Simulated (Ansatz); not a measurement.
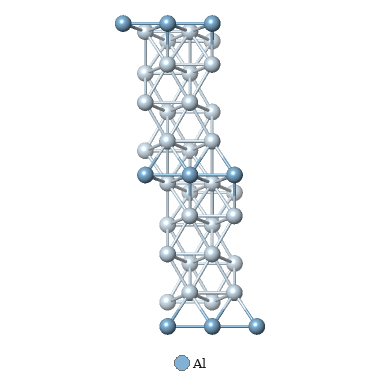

The system is O on an Al(101) slab cut from the P6_3/mmc phase, its upper half relaxed before the scan (9 atoms of substrate and one adsorbate in a 1 × 1 cell); the picture shows it without the atoms that are moved over the map. O is moved over the surface cell; relaxed at each place: the height of the adsorbate's atoms; substrate rigid; the origin of the map has the adsorbate above Al9. Places are given modulo a cell vector. The map is drawn in real space over the plane of the surface. The grid has 4 × 4 points. Energies are in eV, from the lowest grid point. At some places the adsorbate sinks to or below the level of the top layer. With one adsorbate in each 1 × 1 cell, its nearest image is 2.9 Å away, so neighbouring adsorbates interact. All numbers below come from DFT PBE, scalar-relativistic, plane waves, PAW in Ansatz 0.2.0. Settings: cutoff 420 eV, k-mesh 9×3×1, gaussian smearing 0.1 eV, no spin polarisation.

Range: position of O10 along the first surface vector from 0.00 to 0.75; position of O10 along the second surface vector from 0.00 to 0.75.

**What landscape does the calculation give?**

The lowest grid point is at a bridge site between two Al atoms, (2/4, 0/4) of the cell vectors. The highest grid point, the top site over a surface Al atom, (0/4, 0/4) of the cell vectors, lies 2.84 eV above the lowest. At the lowest point the adsorbate has 2 Al at 1.71 Å as nearest neighbours, at the highest 1 Al at 1.66 Å. Its relaxed height above the top atom is 0.95 Å at the lowest and 1.66 Å at the highest point.

| second ↓, first → | 0/4 | 1/4 | 2/4 | 3/4 |
| --- | --- | --- | --- | --- |
| 3/4 | 2.06 | 1.18 | 1.26 | 2.08 |
| 2/4 | 2.09 | 2.70 | 2.06 | 0.23 |
| 1/4 | 0.86 | 0.92 | 2.21 | 2.19 |
| 0/4 | 2.84 | 2.26 | 0.00 | 2.26 |

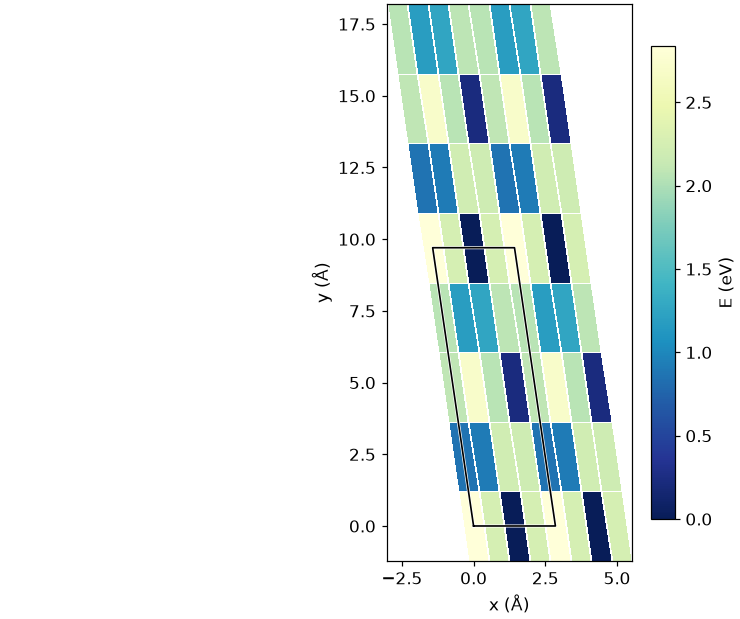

In the figure: one coloured cell a grid point, the outline of one cell of the 2 × 2 shown.

Each point was launched as `ansatz run input.yaml --threads 1 --pin off --max-ram 3072MiB --backend cpu --events-out ev --progress --plain --runs-dir out`. Time for the 16 points that were run: 44 min on 1 thread of Arm Neoverse N1, on a shared host.

PAW datasets: the set soft_1.
